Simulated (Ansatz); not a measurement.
## InP: single-point calculation

InP (slab, 16 atoms in the cell), computed with DFT PBE, scalar-relativistic, plane waves, PAW, no spin polarisation (Ansatz 0.2.0).

The structure derives from an entry of the Crystallography Open Database. It belongs to a series of runs on one base structure; here: the slab at its places in the relaxed adsorbed structure. Figures and captions count atoms from 1; the log counts them from 0 in places.

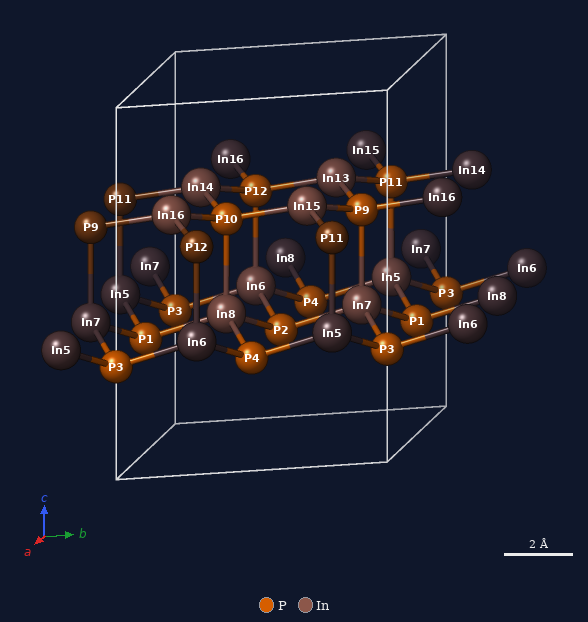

Figure 1. The input geometry (ball-and-stick view of the cell of the calculation, with the vacuum cut short, seen slightly off an axis; neighbours outside the cell are drawn fainter; atoms are numbered from 1 in the order of the input). An atom can appear more than once, as a periodic image. Near neighbours in the periodic cell (some may lie outside the picture): P has 3 In at 2.58 Å; In has 4 P at 2.58 to 2.87 Å; P has 4 In at 2.48 to 2.87 Å; In has 3 P at 2.48 Å.

**Input file**
```yaml
crystal:
  lattice:
    - [8.4288095866, 0.0, 0.0]
    - [-4.2144047933, 7.2995632256, 0.0]
    - [0.0, 0.0, 25.0825088805]
  atoms:
    - { symbol: P, position: [0.5, 0.0, 0.3189473604] }
    - { symbol: P, position: [0.5, 0.5, 0.3189473604] }
    - { symbol: P, position: [0.0, 0.0, 0.3189473604] }
    - { symbol: P, position: [0.0, 0.5, 0.3189473604] }
    - { symbol: In, position: [0.1666666667, 0.8333333333, 0.3532446383] }
    - { symbol: In, position: [0.1666666667, 0.3333333333, 0.3532446383] }
    - { symbol: In, position: [0.6666666667, 0.8333333333, 0.3532446383] }
    - { symbol: In, position: [0.6666666667, 0.3333333333, 0.3532446383] }
    - { symbol: P, position: [0.6656900019, 0.8334992801, 0.4676700083] }
    - { symbol: P, position: [0.6664828749, 0.3345122205, 0.4672295387] }
    - { symbol: P, position: [0.1664972888, 0.8330809468, 0.4677839989] }
    - { symbol: P, position: [0.165476372, 0.3327897968, 0.4673751927] }
    - { symbol: In, position: [0.3323823522, 0.6656579648, 0.4874282266] }
    - { symbol: In, position: [0.332968451, 0.1667822305, 0.4862021062] }
    - { symbol: In, position: [0.8331596501, 0.6677533806, 0.4870015623] }
    - { symbol: In, position: [0.8321376561, 0.1669468347, 0.4866763604] }
basis:
  ecutwfc: 420
kpoints:
  mp_grid: { grid: [2, 2, 1] }
hamiltonian:
  xc: pbe
scf:
  occupations: { method: gaussian, width: 0.05 }
output:
  forces: true
  eigenvalues: true
  write_density: true
  volumetric_format: npy
efield:
  axis: 3
  dipole_correction: true
  ramp_width: 0.04
```

Launch command:
```bash
ansatz run input.yaml --threads 4 --pin off --max-ram 10240MiB --backend cpu --events-out ev --progress --plain --runs-dir out
```

**What the program printed**
```
Engine: ansatz 0.2.0, x86_64-unknown-linux-gnu
Pseudopotentials: kind: paw
Pseudopotential: P, paw, valence charge 5, recommended cutoff 420 eV (normal), P.paw.azcp
Pseudopotential: In, paw, valence charge 13, recommended cutoff 420 eV (normal), In.paw.azcp
Functional definition: PBE
  parameter kappa = 0.804
  parameter beta = 0.06672455060314922
  exchange = pbe_x(kappa = kappa, mu = beta*pi^2/3)
  correlation = pbe_c(beta = beta)
Crystal: 16 atoms, lattice volume = 1543.242 Å³
Basis set: ecut = 420 eV, 30185 PW (Γ), exchange–correlation on 120×120×360 points (8 copies of the dense FFT grid, shifted against one another)
Bands: 88, of which v1, the nominal top of the filled ones, is band 72 counted from 1 (71 counted from 0)
Symmetry: 1 space group operations
Space group: P1 (ITA 1), of the structure as read, at distance tolerance 1.2e-4 Å
k-points: 4
Non-local potential: P, projectors of the file, l = 0: 2, l = 1: 2, l = 2: 2
Non-local potential: In, projectors of the file, l = 0: 2, l = 1: 2, l = 2: 2, l = 3: 2
PAW form: soft (Blöchl's): semilocal exchange-correlation on the pseudo side does not see the compensation charge
PAW one-centre angular grid: P, 110 points (default); XC on 64 Gauss nodes
PAW one-centre angular grid: In, 590 points (default); XC on 64 Gauss nodes
Initial density: superposition of atomic densities (neutral atoms: chi_scale 0, normalization atom), corrected by the library's trained network
Initial wavefunctions: pseudopotential atomic-orbital guess
Functional: x = pbe(κ = 0.804, μ = 0.2195149727645171), c = pbe(β = 0.06672455060314922)
SCF iter   1: F=—  HF=-50825.375737 eV  |F-HF|=—  |Δ(HF+E_count)|=         —  Δρ=1.50e-3  dr2=1.90e-1  ethr=1.77e-3  p=0.742 e·Å  D=8.70e-2 V/Å  ΔV_dip=-2.18 eV  dr2_dipole=6.07e-2  V_vac-E_F(+/−)=3.51/5.69 eV  ⟨swp⟩=9.5  Hψ=1790  notcnv=0  defer=6
efield: sawtooth ramp at fractional position 0.8832 (placed from the atoms, in the widest stretch of the axis that holds none; the zero of the levels goes with the place), width 0.0400; the density the first Hamiltonian is built on has a dipole p = 0.742 e·Å; the dipole correction subtracts the counter field D = 8.70e-2 V/Å, which shifts the + side's vacuum level by -2.18 eV against the − side's; the planar-averaged density in the ramp window peaks in size at 8.1e-7 e/Å³
preconditioner: auto → LDOS  [insulator: Δε(μ)=0.749 eV  Ē_g=12.486 eV  σ=0.050 eV  W_gap=0.51  n_scr=176 (ndim 8)  ℏωp=11.3 eV  f_vac=0.673  D(μ)=12.19/eV (n_scr^D=50)  ε∞_Penn≈1.8  β→1.0]
SCF iter   2: F=—  HF=-50825.431278 eV  |F-HF|=—  |Δ(HF+E_count)|=   5.55e-2  Δρ=2.23e-3  dr2=4.27e-1  ethr=1.32e-4  p=1.050 e·Å  D=1.23e-1 V/Å  ΔV_dip=-3.09 eV  dr2_dipole=1.14e-1  V_vac-E_F(+/−)=2.76/5.84 eV  ⟨swp⟩=4.0  Hψ=768  notcnv=0  defer=38
SCF iter   3: F=—  HF=-50825.368221 eV  |F-HF|=—  |Δ(HF+E_count)|=   6.31e-2  Δρ=6.80e-4  dr2=2.89e-2  ethr=1.32e-4  p=0.892 e·Å  D=1.05e-1 V/Å  ΔV_dip=-2.62 eV  dr2_dipole=2.25e-3  V_vac-E_F(+/−)=3.18/5.80 eV  ⟨swp⟩=3.2  Hψ=654  notcnv=0  defer=38
SCF iter   4: F=—  HF=-50825.362760 eV  |F-HF|=—  |Δ(HF+E_count)|=   5.46e-3  Δρ=1.76e-4  dr2=1.44e-3  ethr=2.01e-5  p=0.907 e·Å  D=1.06e-1 V/Å  ΔV_dip=-2.67 eV  dr2_dipole=9.36e-6  V_vac-E_F(+/−)=3.12/5.79 eV  ⟨swp⟩=2.2  Hψ=632  notcnv=0  defer=38
SCF iter   5: F=—  HF=-50825.362597 eV  |F-HF|=—  |Δ(HF+E_count)|=   1.64e-4  Δρ=4.76e-5  dr2=7.26e-5  ethr=9.99e-7  p=0.907 e·Å  D=1.06e-1 V/Å  ΔV_dip=-2.67 eV  dr2_dipole=9.55e-6  V_vac-E_F(+/−)=3.12/5.79 eV  ⟨swp⟩=3.0  Hψ=556  notcnv=0  defer=38
SCF iter   6: F=—  HF=-50825.362348 eV  |F-HF|=—  |Δ(HF+E_count)|=   2.49e-4  Δρ=1.85e-5  dr2=6.21e-6  ethr=5.04e-8  p=0.907 e·Å  D=1.06e-1 V/Å  ΔV_dip=-2.67 eV  dr2_dipole=3.35e-7  V_vac-E_F(+/−)=3.12/5.79 eV  ⟨swp⟩=3.0  Hψ=633  notcnv=0  defer=38
SCF iter   7: F=—  HF=-50825.362355 eV  |F-HF|=—  |Δ(HF+E_count)|=   7.35e-6  Δρ=6.54e-6  dr2=1.23e-6  ethr=4.31e-9  p=0.907 e·Å  D=1.06e-1 V/Å  ΔV_dip=-2.67 eV  dr2_dipole=5.15e-8  V_vac-E_F(+/−)=3.12/5.79 eV  ⟨swp⟩=2.0  Hψ=603  notcnv=0  defer=38
SCF iter   8: F=—  HF=-50825.362356 eV  |F-HF|=—  |Δ(HF+E_count)|=   1.13e-6  Δρ=2.74e-6  dr2=2.67e-7  ethr=8.57e-10  p=0.907 e·Å  D=1.06e-1 V/Å  ΔV_dip=-2.67 eV  dr2_dipole=4.35e-9  V_vac-E_F(+/−)=3.12/5.79 eV  ⟨swp⟩=2.0  Hψ=600  notcnv=0  defer=38
SCF iter   9: F=-50825.362357 eV  HF=-50825.362357 eV  |F-HF|=1.09e-7  |Δ(HF+E_count)|=   3.23e-7  Δρ=1.27e-6  dr2=6.70e-8  ethr=6.94e-11  p=0.907 e·Å  D=1.06e-1 V/Å  ΔV_dip=-2.67 eV  dr2_dipole=5.12e-10  V_vac-E_F(+/−)=3.12/5.79 eV  ⟨swp⟩=20.2  Hψ=2292  notcnv=0
SCF 1 converged in 9 iterations: F = -50825.362357 eV  dr2 = 6.70e-8
  greatest PAW one-centre occupation: 0.982 electrons in one spin orbital (limit 2), on the In atom at site 13 (counted from 0), in its partial waves of l = 2
```

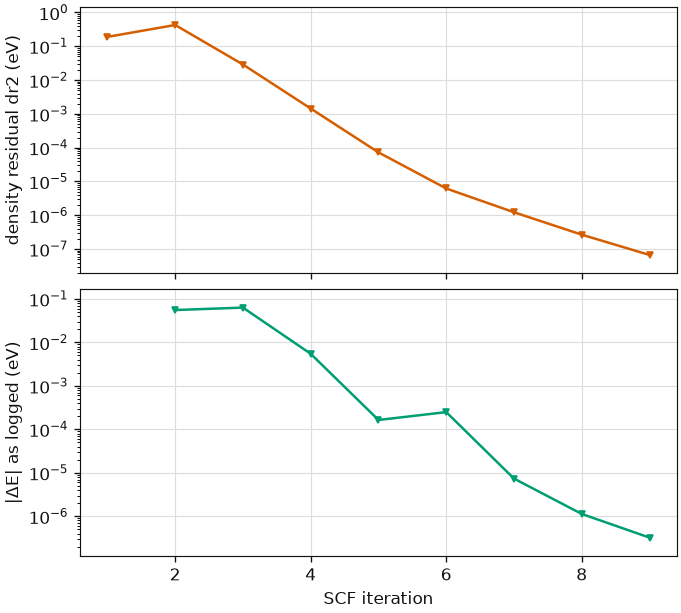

Figure 2. Convergence of the self-consistent field: density residual dr2 and size of the energy change against the SCF iteration. The residual comes down, with one marked jump up, by a factor of about 2, at step 2.

```
SCF converged after 9 iterations
Free energy (F): -50825.362357 eV
Harris-Foulkes:  -50825.362357 eV  (|F-HF|=1.09e-7)
Internal energy: -50825.348248 eV  (E = F + TS)
E sigma→0 (E₀):  -50825.355303 eV
Entropy (-TS):   -0.014108 eV (-0.882 meV/atom)
Fermi energy:    -1.368312 eV
Dipole field:    D = 0.106312 V/Å  (p = 0.906681 e·Å, saw-weighted, corrected)
Work function:   Φ+ = 3.1237 eV   Φ− = 5.7902 eV
Levels:          The Fermi level and band energies are counted from a zero that moves with the ramp; work functions are not
--- Per-component energies (eV) ---
  E_band       = -1667.090137
  E_kinetic    = 2485.980220
  E_local      = -82863.090468  (includes V_loc(G=0)·N_el)
  E_nonlocal   = 3208.757599
  E_hartree    = 39627.173566
  E_xc         = -2203.524615
  E_vxc        = -1265.341197  (∫ρ·V_xc dr)
  E_paw        = -37792.306240  (= ΣΔE_a)
  E_vpaw       = -2484.230159  (= ΣTr[D̂ρ^β])
  E_aug_tail   = 0.000232  (compensation charges beyond the density's cutoff)
  E_efield     = 0.048196  (sawtooth field / dipole correction)
  E_vefield    = -3.513951  (∫n·V_field dr)
  E_ewald      = 26711.613262
  E_smearing   = -0.014108  (= −TS)
  E_closure    = -0.000000  (closes the sum)
  Σ components = -50825.362357   (vs F -50825.362357, Δ=0.00e0)
--- Forces (eV/Å), atoms counted from 1 ---
  atom   1  P     -0.00176216     0.00089503     0.40395156
  atom   2  P     -0.00191443     0.00021630     0.40162527
  atom   3  P     -0.00042627    -0.00066481     0.40645666
  atom   4  P     -0.00097074     0.00070428     0.39875603
  atom   5  In     0.00334267    -0.00845769    -0.39690797
  atom   6  In    -0.00410915     0.00716220    -0.40852340
  atom   7  In    -0.00356013    -0.00388568    -0.39992522
  atom   8  In     0.00334230     0.00524555    -0.41139587
  atom   9  P     -0.00765759    -0.00810687     0.00753402
  atom  10  P      0.00266239    -0.00174289     0.01858251
  atom  11  P      0.00284650    -0.00703728     0.00187804
  atom  12  P      0.00026287     0.00991580     0.01288704
  atom  13  In     0.00289292     0.01310096    -0.01603564
  atom  14  In     0.00410221    -0.00212786    -0.00165735
  atom  15  In     0.00222579    -0.00261538    -0.01039664
  atom  16  In    -0.00127725    -0.00260124    -0.00676890
  max |Σ_I F_I| component: 6.01e-5 eV/Å
--- Band table (eV) ---
  k-point 0: bands = ["-16.8731", "-16.8727", "-16.8723", "-16.8575", "-16.7329", "-16.7327", "-16.7192", "-16.7176", "-16.7160", "-16.6897", "-16.6892", "-16.6886", "-16.6469", "-16.6461", "-16.6451", "-16.6271", "-16.6269", "-16.5961", "-16.5950", "-16.5943", "-15.4202", "-15.4200", "-15.4199", "-15.4023", "-15.3257", "-15.3255", "-15.3246", "-15.3159", "-15.3158", "-15.3013", "-15.3010", "-15.3008", "-15.2372", "-15.2369", "-15.2365", "-15.2236", "-15.2236", "-15.1802", "-15.1800", "-15.1799", "-13.0867", "-11.8166", "-11.8142", "-11.8115", "-11.2856", "-10.0791", "-10.0777", "-10.0756", "-8.0358", "-8.0336", "-8.0305", "-6.4477", "-6.4462", "-6.4438", "-5.8071", "-4.4438", "-4.4385", "-4.4351", "-3.8405", "-3.8369", "-3.8293", "-3.1927", "-3.1508", "-3.1492", "-2.5089", "-2.5083", "-2.5081", "-2.1835", "-2.1798", "-2.1728", "-1.5059", "-1.3684", "-1.3682", "-0.7344", "-0.7210", "-0.7046", "-0.2463", "-0.2291", "-0.2141", "-0.0850", "0.6768", "0.9162", "0.9229", "0.9324", "1.9035", "1.9055", "1.9077", "1.9522"]
  k-point 1: bands = ["-16.8566", "-16.8543", "-16.8527", "-16.8521", "-16.7340", "-16.7320", "-16.7293", "-16.7262", "-16.7070", "-16.7051", "-16.6941", "-16.6927", "-16.6433", "-16.6407", "-16.6395", "-16.6364", "-16.6183", "-16.6144", "-16.6082", "-16.6057", "-15.4073", "-15.4071", "-15.4007", "-15.4000", "-15.3309", "-15.3301", "-15.3277", "-15.3267", "-15.3072", "-15.3069", "-15.3059", "-15.3057", "-15.2313", "-15.2313", "-15.2298", "-15.2293", "-15.2049", "-15.2044", "-15.1932", "-15.1932", "-12.5879", "-12.5821", "-11.8449", "-11.8394", "-10.7930", "-10.7898", "-10.0926", "-10.0898", "-7.7149", "-7.7106", "-6.3423", "-6.3232", "-6.1796", "-6.1780", "-5.3926", "-5.3769", "-5.3224", "-5.3158", "-3.8927", "-3.8844", "-3.8655", "-3.8622", "-3.7611", "-3.7574", "-3.4933", "-3.4932", "-2.2395", "-2.2279", "-2.0158", "-2.0126", "-1.7744", "-1.7703", "-0.7016", "-0.6702", "-0.5208", "-0.5004", "0.2477", "0.2584", "1.3804", "1.4066", "1.4340", "1.4520", "1.7276", "1.7433", "2.1175", "2.1336", "2.5657", "2.5830"]
  k-point 2: bands = ["-16.8559", "-16.8552", "-16.8535", "-16.8513", "-16.7335", "-16.7328", "-16.7278", "-16.7271", "-16.7064", "-16.7060", "-16.6937", "-16.6930", "-16.6423", "-16.6420", "-16.6382", "-16.6377", "-16.6165", "-16.6161", "-16.6071", "-16.6067", "-15.4072", "-15.4072", "-15.4005", "-15.4002", "-15.3306", "-15.3304", "-15.3275", "-15.3269", "-15.3071", "-15.3071", "-15.3059", "-15.3058", "-15.2314", "-15.2313", "-15.2296", "-15.2294", "-15.2047", "-15.2046", "-15.1933", "-15.1931", "-12.5857", "-12.5844", "-11.8452", "-11.8388", "-10.7915", "-10.7913", "-10.0914", "-10.0910", "-7.7183", "-7.7087", "-6.3349", "-6.3291", "-6.1794", "-6.1776", "-5.3855", "-5.3843", "-5.3200", "-5.3174", "-3.8901", "-3.8894", "-3.8644", "-3.8633", "-3.7602", "-3.7564", "-3.4933", "-3.4931", "-2.2339", "-2.2336", "-2.0143", "-2.0141", "-1.7737", "-1.7719", "-0.6905", "-0.6856", "-0.5114", "-0.5059", "0.2505", "0.2546", "1.3927", "1.3970", "1.4433", "1.4450", "1.7229", "1.7470", "2.1240", "2.1245", "2.5729", "2.5737"]
  k-point 3: bands = ["-16.8560", "-16.8551", "-16.8532", "-16.8514", "-16.7336", "-16.7330", "-16.7281", "-16.7269", "-16.7062", "-16.7057", "-16.6936", "-16.6933", "-16.6426", "-16.6419", "-16.6383", "-16.6374", "-16.6171", "-16.6157", "-16.6071", "-16.6065", "-15.4073", "-15.4070", "-15.4006", "-15.4000", "-15.3307", "-15.3305", "-15.3275", "-15.3268", "-15.3073", "-15.3068", "-15.3061", "-15.3054", "-15.2315", "-15.2310", "-15.2299", "-15.2292", "-15.2051", "-15.2043", "-15.1934", "-15.1930", "-12.5856", "-12.5844", "-11.8447", "-11.8397", "-10.7924", "-10.7904", "-10.0922", "-10.0901", "-7.7160", "-7.7089", "-6.3373", "-6.3292", "-6.1805", "-6.1778", "-5.3886", "-5.3803", "-5.3202", "-5.3172", "-3.8901", "-3.8878", "-3.8645", "-3.8626", "-3.7618", "-3.7576", "-3.4935", "-3.4933", "-2.2369", "-2.2309", "-2.0152", "-2.0132", "-1.7733", "-1.7696", "-0.6965", "-0.6746", "-0.5176", "-0.5036", "0.2527", "0.2541", "1.3860", "1.3940", "1.4387", "1.4451", "1.7250", "1.7468", "2.1245", "2.1327", "2.5709", "2.5821"]
```

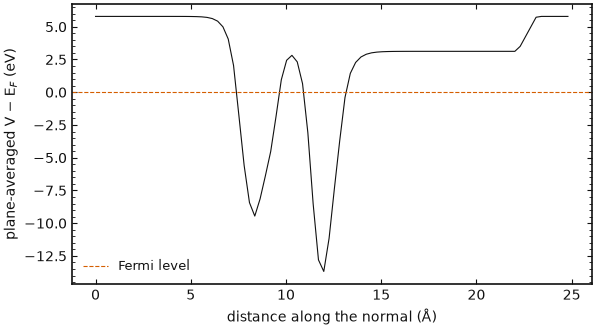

Figure 3. Plane average of the electrostatic potential energy of an electron across the cell, from the Fermi level. The vacuum level lies 3.12 eV above the Fermi level on the upper side and 5.79 eV on the lower.

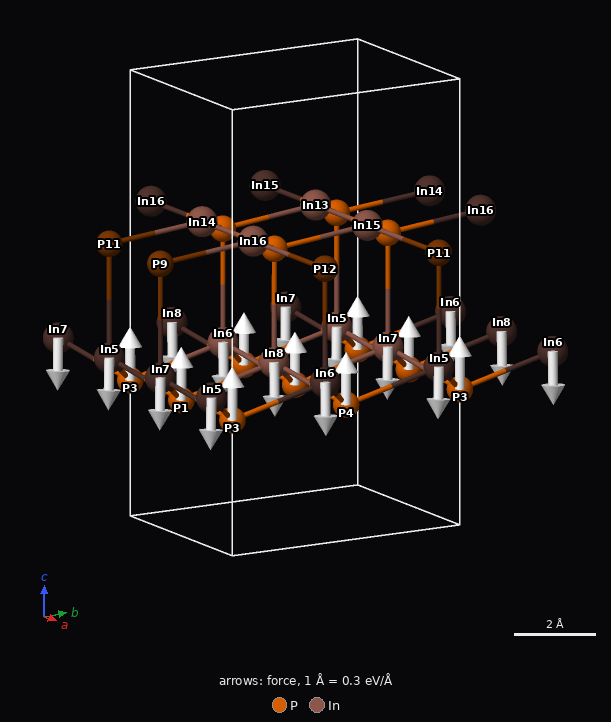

Figure 4. Forces on the atoms as white arrows (ball-and-stick view of the cell of the calculation, with the vacuum cut short, seen slightly off an axis; neighbours outside the cell are drawn fainter; atoms are numbered from 1 in the order of the input); the smallest are left out. The largest act on In6, In8 (0.41 eV/Å); P3 (0.41 eV/Å); P1, P2 (0.40 eV/Å); In7 (0.40 eV/Å), among others. The geometry is not a stationary point of this energy.

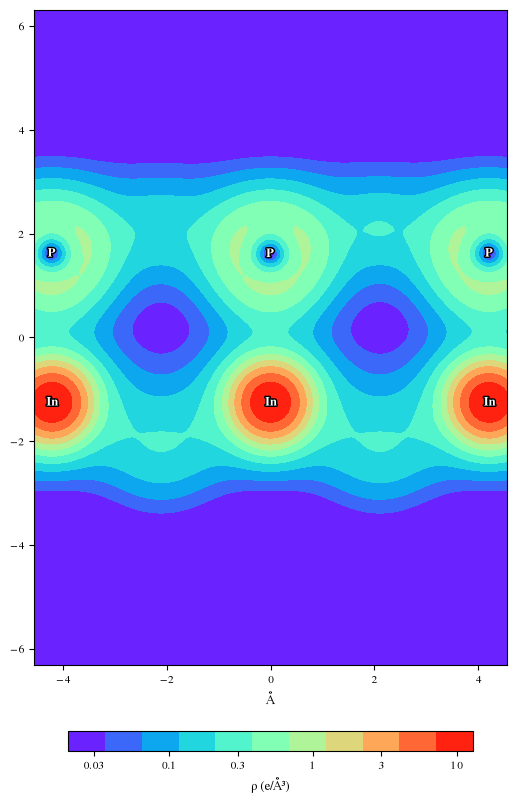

Figure 5. Valence charge density (pseudo) on the (11̄0) plane of the calculation cell, a cut from vacuum to vacuum. Atoms in the plane: In and P. In–P (2.86 Å): the density is about 0.25 e/Å³ at the midpoint. The density dies away to nearly zero in the vacuum. In a PAW calculation such maps are meaningful between the atoms, not at the nuclei.

**Summary**

- outcome: converged
- electrons treated: 144
- free energy: −50825.3624 eV
- work function, top face: 3.12 eV
- work function, bottom face: 5.79 eV
- Fermi energy: −1.368 eV
- gap on the k-point mesh: none (metallic)
- work function (upper face): 3.12 eV
- largest force (length of the vector): 0.411 eV/Å
- hardware: 4 threads of AMD EPYC (Zen 3), 32 GiB of memory available, shared host
- wall time: 12 s (CPU time 41 s)
- peak memory: 3.2 GiB
